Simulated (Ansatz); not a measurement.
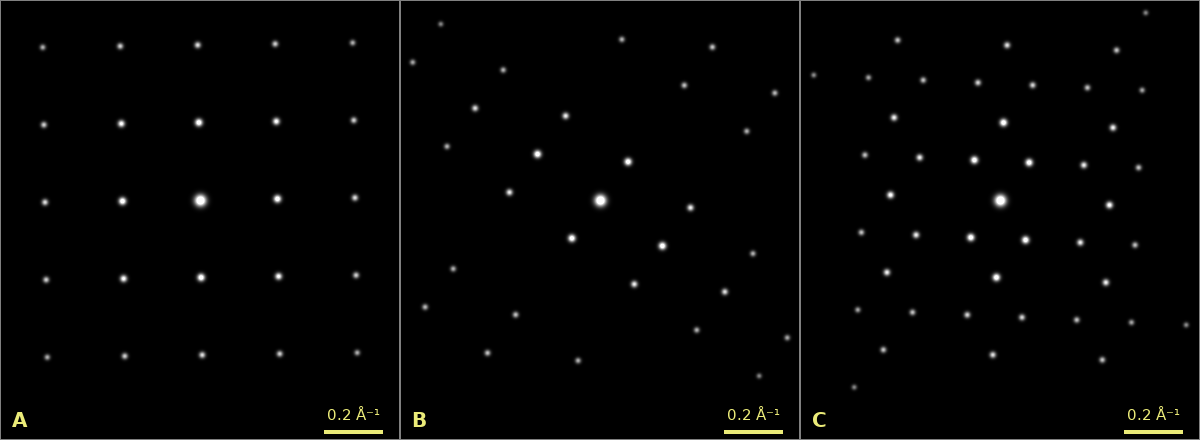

Computed electron diffraction patterns, 300 kV, single scattering only, B = 0.5 Å².

All three come from Rb, space group Fd-3m (No. 227), a = 10.429 Å. Structure: the end point of a relaxation with DFT, r2SCAN, plane waves (500 eV) with PAW, scalar-relativistic (Ansatz); the starting structure was generated, so it need not be a known form of this composition.

```cif
data_structure
_symmetry_space_group_name_H-M 'Fd-3m:1'
_symmetry_Int_Tables_number 227
_cell_length_a 10.4290
_cell_length_b 10.4290
_cell_length_c 10.4290
_cell_angle_alpha 90.000
_cell_angle_beta 90.000
_cell_angle_gamma 90.000
_cell_volume 1134.29
loop_
_atom_site_label
_atom_site_type_symbol
_atom_site_symmetry_multiplicity
_atom_site_Wyckoff_symbol
_atom_site_fract_x
_atom_site_fract_y
_atom_site_fract_z
_atom_site_occupancy
Rb1 Rb 8 b 0.25000 0.25000 0.75000 1
```

**Assign the zone axes [001], [110], [211] to A, B and C.**

A is [001]: square net of 2 -2 0 at d = 3.69 Å and 2 2 0 at d = 3.69 Å, at 90.0°. B is [211]: rectangular net of -1 1 1 at d = 6.02 Å and 0 -2 2 at d = 3.69 Å, at 90.0°. C is [110]: centred rectangular net of -1 1 -1 at d = 6.02 Å and -1 1 1 at d = 6.02 Å, at 70.5°.
